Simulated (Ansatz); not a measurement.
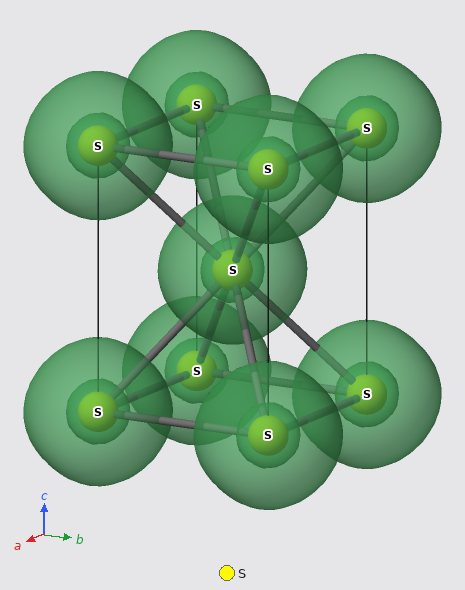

S. Isosurface of the ELF at 0.65 (green), seen at an oblique angle. Core shells and regions of very low density are left out. Sticks mark near contacts.

Space group I4/mmm; a structure from a database of computed crystals, not necessarily the ambient phase; changed on purpose from its base cell (strained and moved within a subgroup); computed pressure about −8 GPa in this cell.

Method: Ansatz, DFT PBE, scalar-relativistic, plane waves, PAW.

> Describe the localisation domains.

At this value the surface marks out two regions wrapped around S (the valence shell of each), counted in one cell of 2 atoms. Any copies at cell faces, edges or corners count once. Along the contacts the grid gives the following. S–S (2.93 Å): the ELF peaks at about 0.85 in the valence shell of S, 0.8 Å from its nucleus, and drops to about 0.20 between the two atoms.
